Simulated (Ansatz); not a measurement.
AlNi

```yaml
crystal:
  lattice:
    - [5.24392, -0.12760, 0.16923]
    - [2.46181, -0.27521, -5.98551]
    - [2.49683, 6.28705, 0.29654]
  atoms:
    - { symbol: Ni, position: [0.01954, 0.53501, 0.45770] }
    - { symbol: Al, position: [0.24024, 0.94274, 0.56707] }
    - { symbol: Ni, position: [0.51660, 0.54655, 0.43923] }
    - { symbol: Ni, position: [0.01484, 0.07344, 0.97243] }
    - { symbol: Ni, position: [0.24836, 0.42386, 0.04224] }
    - { symbol: Al, position: [0.75536, 0.91810, 0.54664] }
    - { symbol: Al, position: [0.52524, 0.02681, 0.94982] }
    - { symbol: Al, position: [0.75100, 0.47987, 0.01958] }
    - { symbol: Al, position: [0.21887, 0.76947, 0.18575] }
    - { symbol: Al, position: [0.49403, 0.22451, 0.28703] }
    - { symbol: Ni, position: [0.70986, 0.82158, 0.21869] }
    - { symbol: Al, position: [0.26098, 0.33689, 0.70104] }
    - { symbol: Ni, position: [0.49541, 0.69500, 0.79376] }
    - { symbol: Al, position: [0.97726, 0.23201, 0.30784] }
    - { symbol: Ni, position: [0.76620, 0.26652, 0.69637] }
    - { symbol: Ni, position: [0.99137, 0.72637, 0.81019] }
```

Space group P1; a generated structure, not necessarily the stable one; computed without spin polarisation.

These are results of DFT PBE, scalar-relativistic, plane waves, PAW in Ansatz 0.2.0, not measurements.

> What will maps of the valence pseudo-density and electron localisation function show?

Al–Ni (2.38 Å): the density is about 0.36 e/Å³ at the midpoint; the ELF is about 0.45 at the midpoint.
Al–Ni (2.43 Å): the density is about 0.33 e/Å³ at the midpoint; the ELF is about 0.45 at the midpoint.

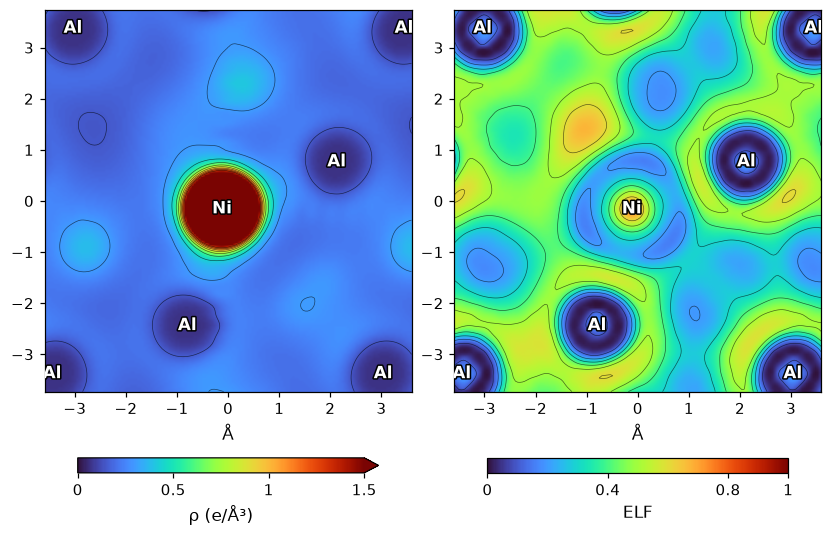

Computed valence pseudo-density and electron localisation function on the (100) plane of the conventional cell, in this order. 

Core electrons are frozen (PAW), and the valence fields are smoothed inside the atomic spheres.
